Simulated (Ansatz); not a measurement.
## Run report: HfO2, geometry relaxation (part 2 of 2)

Continued. System: HfO2 (Fm-3m, 3 atoms in the cell). Method: DFT PBE+D3(BJ), scalar-relativistic, plane waves, PAW, no spin polarisation (Ansatz 0.2.0); cutoff 420 eV, 8×8×8 k-mesh, Gaussian smearing of 0.02 eV. The structure derives from an entry of the Crystallography Open Database.

Geometry of the input (Å; fractional positions):
```
0.0000  2.5575  2.5575
2.5575  0.0000  2.5575
2.5575  2.5575  0.0000
Hf 0.0000  0.0000  0.0000
O  0.2500  0.2500  0.2500
O  0.7500  0.7500  0.7500
```

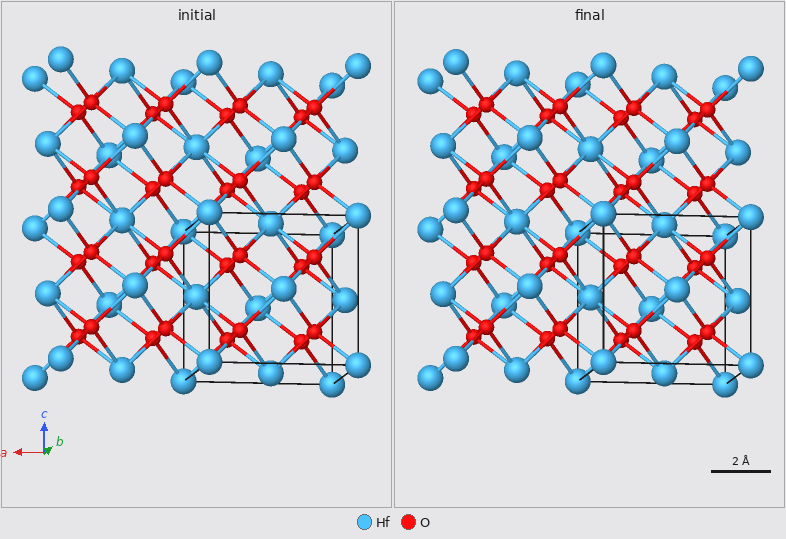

Fig. 1: Before (left) and after (right) the relaxation, at one scale (ball-and-stick view of the cell 4 times as large as that of the calculation, set on its symmetry axes, repeated 2 × 1 × 2, seen at an oblique angle). Over 4 geometry steps the energy falls by 15.8 meV per cell of the calculation. All forces vanish by symmetry, so only the cell relaxes. Pressure: −5.99 GPa at the start and −0.01 GPa at the end. 1 further SCF at an unchanged geometry re-selected the plane-wave basis for the new cell. No atom moves by more than 0.005 Å relative to the cell. The drawn cell changes as follows: a = b = c 5.115 → 5.073 Å (−0.8 %); the volume changes by −2.4 %. Distances before and after: Hf1–O2 2.215 → 2.197 Å. The space group stays Fm-3m (No. 225). The energy change given includes the shifts at the re-selections in mid-walk, which come without any move. A last SCF at the same geometry on a re-selected plane-wave basis shifts the energy by +0.1 meV per cell of the calculation. (Atoms are counted from 1 in the order of the input.)

```
basis re-selected at this cell: Δ(F+E_penalty+E_count) = +1.373e-4 eV, ΔP = -0.004 GPa vs the last step (what re-selecting the basis moved, of the pressure what is left beyond the Pulay correction that the steps carried, after the strain that the cell walked since its last selection, with what the two solves' SCF thresholds leave and, on support functions, any second-order correction that the steps lacked; it is no measure of the basis error at this ecutwfc). This SCF's stress stands 1.43e-2 GPa from its target on what of the cell is left free (relax.cell.stress_tol is 5.00e-2 GPa) and its largest allowed force component is 1.02e-17 eV/Å (relax.f_tol is 5.00e-3 eV/Å): within both
SCF converged after 6 iterations
Free energy (F): -16862.122087 eV
Harris-Foulkes:  -16862.122087 eV  (|F-HF|=1.46e-11)
Internal energy: -16862.122087 eV  (E = F + TS)
E sigma→0 (E₀):  -16862.122087 eV
Fermi energy:    17.915242 eV
--- Per-component energies (eV) ---
  E_band       = 52.264037
  E_kinetic    = 772.139833
  E_local      = -5740.582399  (includes V_loc(G=0)·N_el)
  E_nonlocal   = -1147.259577
  E_hartree    = 2633.916468
  E_xc         = -447.951997
  E_vxc        = -455.095854  (∫ρ·V_xc dr)
  E_paw        = -7242.723363  (= ΣΔE_a)
  E_vpaw       = 1355.224045  (= ΣTr[D̂ρ^β])
  E_aug_tail   = 0.005017  (compensation charges beyond the density's cutoff)
  E_ewald      = -5688.948520
  E_disp       = -0.717550  (pairwise vdW)
  E_smearing   = -0.000000  (= −TS)
  E_closure    = 0.000000  (closes the sum)
  Σ components = -16862.122087   (vs F -16862.122087, Δ=0.00e0)
--- Forces (eV/Å), atoms counted from 1 ---
  atom   1  Hf     0.00000000    -0.00000000     0.00000000
  atom   2  O      0.00000000     0.00000000     0.00000000
  atom   3  O     -0.00000000    -0.00000000    -0.00000000
  max |Σ_I F_I| component: 5.78e-18 eV/Å
--- Stress (GPa, compression-positive) ---
       -0.014320      -0.000000      -0.000000
       -0.000000      -0.014320       0.000000
       -0.000000      -0.000000      -0.014320
  P = ⅓ Tr σ = -0.0143 GPa (-0.143 kbar)
--- Band table (eV; the first three rows and the last of 29) ---
  k-point 0: bands = ["-45.0168", "-13.5541", "-13.5541", "-13.5541", "-2.7411", "0.1057", "5.0930", "5.0930", "5.0930", "5.1595", "5.1595", "5.1595", "5.3662", "10.6404", "10.6404", "10.6404", "15.4082", "15.4082", "15.4082", "19.9030", "19.9030", "21.7944", "26.4361"]
  k-point 1: bands = ["-45.0148", "-13.6229", "-13.5616", "-13.5616", "-2.5354", "-0.0362", "5.0962", "5.0962", "5.0969", "5.1538", "5.1538", "5.1596", "5.3199", "10.7943", "10.7943", "11.0706", "14.9466", "15.1216", "15.1216", "20.1895", "20.1895", "22.4038", "25.7411"]
  k-point 2: bands = ["-45.0098", "-13.7824", "-13.5796", "-13.5796", "-2.0493", "-0.3266", "5.1026", "5.1026", "5.1093", "5.1426", "5.1426", "5.1600", "5.2384", "11.1704", "11.1704", "12.0591", "14.0309", "14.6003", "14.6003", "20.6186", "20.6186", "23.0417", "25.2246"]
  k-point 28: bands = ["-44.9982", "-13.8532", "-13.8532", "-13.6813", "-0.8116", "-0.8116", "5.1191", "5.1212", "5.1230", "5.1275", "5.1275", "5.1501", "5.1501", "10.7237", "10.9287", "13.4362", "13.4362", "14.5844", "15.8154", "20.8324", "21.1772", "23.0937", "23.0937"]
--- Relaxed structure (5 steps of the walk, 5 accepted, 2 SCFs on fresh bases) ---
  F+E_penalty+E_count = -16862.12208728 eV   max|allowed force component| = 1.022e-17 eV/Å   (the final SCF, on the basis selected at the relaxed cell)
  cell:  # Å, volume = 32.6366 Å³
    - [6.878752244409047e-34, 2.536442192724077, 2.536442192724077]
    - [2.536442192724077, 6.432907191530683e-34, 2.536442192724077]
    - [2.536442192724077, 2.536442192724077, -1.8470723619246515e-34]
  atoms:
    - { symbol: Hf, position: [-8.104540088979851e-35, 2.237665275361328e-35, 5.541255090327857e-35] }
    - { symbol: O, position: [0.25, 0.25, 0.25] }
    - { symbol: O, position: [0.7500000000000001, 0.7500000000000001, 0.7500000000000001] }
```

**Trajectory as extended XYZ (Å, eV, eV/Å), 7 frames, from step=1 to step=7**
```
3
Lattice="0.0000 2.5575 2.5575 2.5575 0.0000 2.5575 2.5575 2.5575 0.0000" Properties=species:S:1:pos:R:3:forces:R:3 step=1 energy=-16862.10646 pressure_GPa=-5.99
Hf    0.0000    0.0000    0.0000    0.0000   0.0000   0.0000
O     1.2788    1.2788    1.2788    0.0000   0.0000   0.0000
O     3.8363    3.8363    3.8363    0.0000   0.0000   0.0000
3
Lattice="0.0000 2.5322 2.5322 2.5322 0.0000 2.5322 2.5322 2.5322 0.0000" Properties=species:S:1:pos:R:3:forces:R:3 step=2 energy=-16862.12613 pressure_GPa=1.52
Hf    0.0000    0.0000    0.0000    0.0000   0.0000   0.0000
O     1.2661    1.2661    1.2661    0.0000   0.0000   0.0000
O     3.7983    3.7983    3.7983    0.0000   0.0000   0.0000
3
Lattice="0.0000 2.5372 2.5372 2.5372 0.0000 2.5372 2.5372 2.5372 0.0000" Properties=species:S:1:pos:R:3:forces:R:3 step=3 energy=-16862.12594 pressure_GPa=-0.06
Hf    0.0000    0.0000    0.0000    0.0000   0.0000   0.0000
O     1.2686    1.2686    1.2686    0.0000   0.0000   0.0000
O     3.8058    3.8058    3.8058    0.0000   0.0000   0.0000
3
Lattice="0.0000 2.5370 2.5370 2.5370 0.0000 2.5370 2.5370 2.5370 0.0000" Properties=species:S:1:pos:R:3:forces:R:3 step=4 energy=-16862.12598 pressure_GPa=0.00
Hf    0.0000    0.0000    0.0000    0.0000   0.0000   0.0000
O     1.2685    1.2685    1.2685    0.0000   0.0000   0.0000
O     3.8056    3.8056    3.8056    0.0000   0.0000   0.0000
3
Lattice="0.0000 2.5370 2.5370 2.5370 0.0000 2.5370 2.5370 2.5370 0.0000" Properties=species:S:1:pos:R:3:forces:R:3 step=5 energy=-16862.12208 pressure_GPa=-0.20
Hf    0.0000    0.0000    0.0000    0.0000   0.0000   0.0000
O     1.2685    1.2685    1.2685    0.0000   0.0000   0.0000
O     3.8056    3.8056    3.8056    0.0000   0.0000   0.0000
3
Lattice="0.0000 2.5364 2.5364 2.5364 0.0000 2.5364 2.5364 2.5364 0.0000" Properties=species:S:1:pos:R:3:forces:R:3 step=6 energy=-16862.12222 pressure_GPa=-0.01
Hf    0.0000    0.0000    0.0000    0.0000   0.0000   0.0000
O     1.2682    1.2682    1.2682    0.0000   0.0000   0.0000
O     3.8047    3.8047    3.8047    0.0000   0.0000   0.0000
3
Lattice="0.0000 2.5364 2.5364 2.5364 0.0000 2.5364 2.5364 2.5364 0.0000" Properties=species:S:1:pos:R:3:forces:R:3 step=7 energy=-16862.12209 pressure_GPa=-0.01
Hf    0.0000    0.0000    0.0000    0.0000   0.0000   0.0000
O     1.2682    1.2682    1.2682    0.0000   0.0000   0.0000
O     3.8047    3.8047    3.8047    0.0000   0.0000   0.0000
```

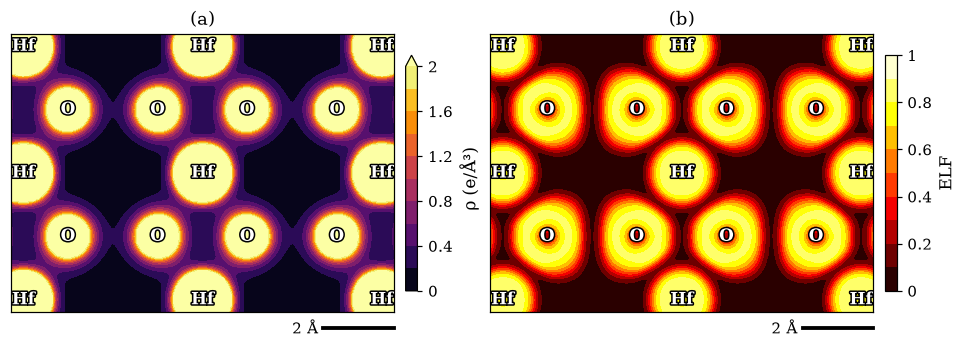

Fig. 2: (a) valence charge density (pseudo); (b) electron localisation function on the (101) plane of the conventional cell. Atoms in the plane: Hf and O. Hf–O (2.20 Å): the density is about 0.57 e/Å³ at the midpoint; the ELF peaks at about 0.85 in the valence shell of O, 0.6 Å from its nucleus, and drops to about 0.15 between the two atoms. Away from the nuclei the density in this plane falls to 0.02 e/Å³ at its lowest. The strong features right at Hf lie inside the PAW spheres (semicore, d or f shells) and say nothing about bonding. The fields are those of the smooth PAW valence density.

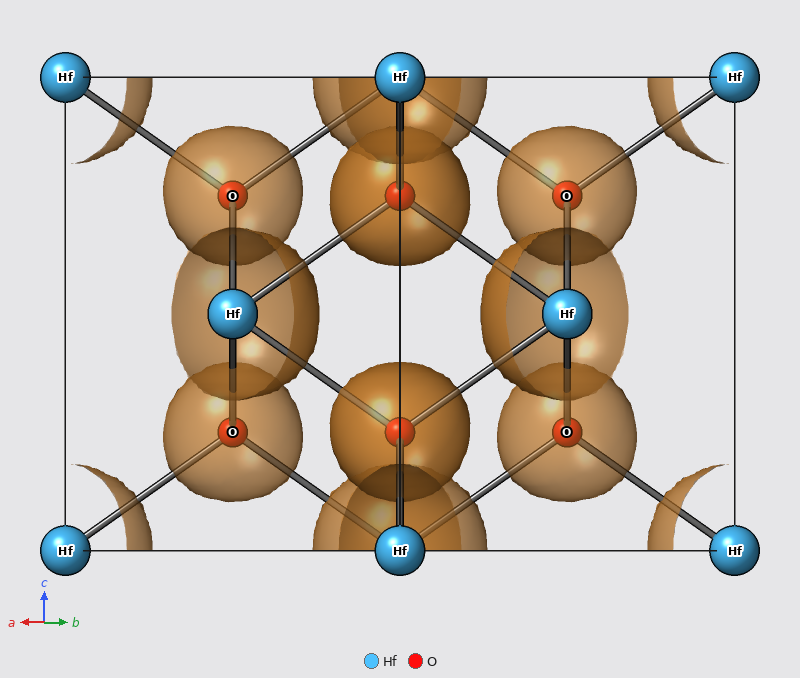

Fig. 3: Isosurface of the valence electron density at 1 e/Å³ (orange), seen along [110]. Sticks mark near contacts. The outline is the cell set on symmetry axes. At this value the density breaks into separate islands; it holds about 80 % of the electrons treated as valence (semicore included). It is pinched off along the Hf–O (2.20 Å) contacts. On the grid the lowest density along these lines, outside the cores, is 0.55 e/Å³ (Hf–O, 2.20 Å).

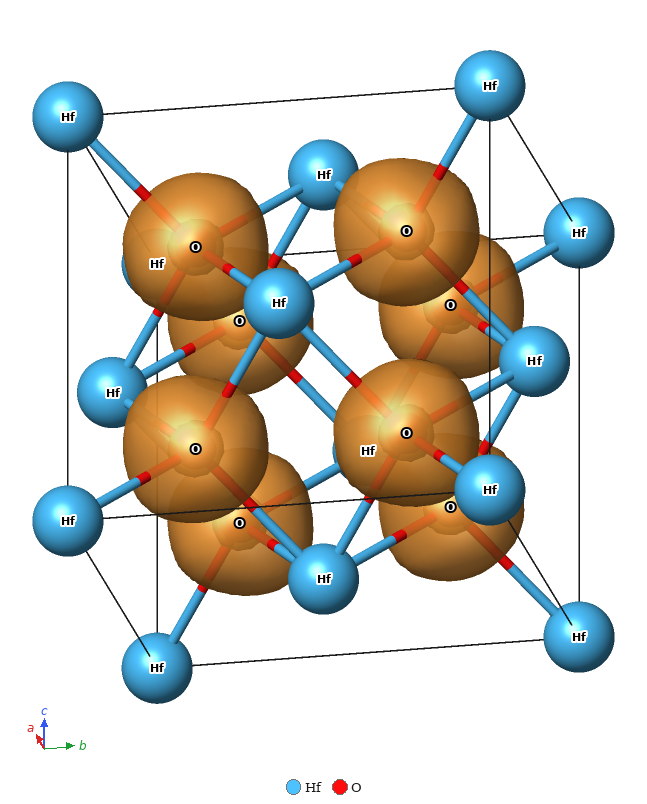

Fig. 4: Isosurface of the ELF at 0.65 (orange), seen at an oblique angle. Core shells and regions of very low density are left out. Sticks mark near contacts. The outline is the cell set on symmetry axes. Profiles from the grid: Hf–O (2.20 Å): the ELF peaks at about 0.85 in the valence shell of O, 0.6 Å from its nucleus, and drops to about 0.15 between the two atoms.

**Key numbers**

```csv
quantity,value
outcome,converged
space group (tolerance 0.01 Å),Fm-3m (225)
electrons treated,38
free energy,−16862.1221 eV
Fermi energy,17.915 eV
gap on the k-point mesh,3.78 eV
pressure,−0.01 GPa
final volume,32.64 Å³
largest force (length of the vector) at the end,under 0.001 eV/Å
final cell,"a = 3.587 Å, b = 3.587 Å, c = 3.587 Å, α = 60.00°, β = 60.00°, γ = 60.00°"
wall time,3.5 s (CPU time 11 s)
peak memory,0.34 GiB
```

**Notes**

Spin–orbit coupling is left out, which matters for Hf.
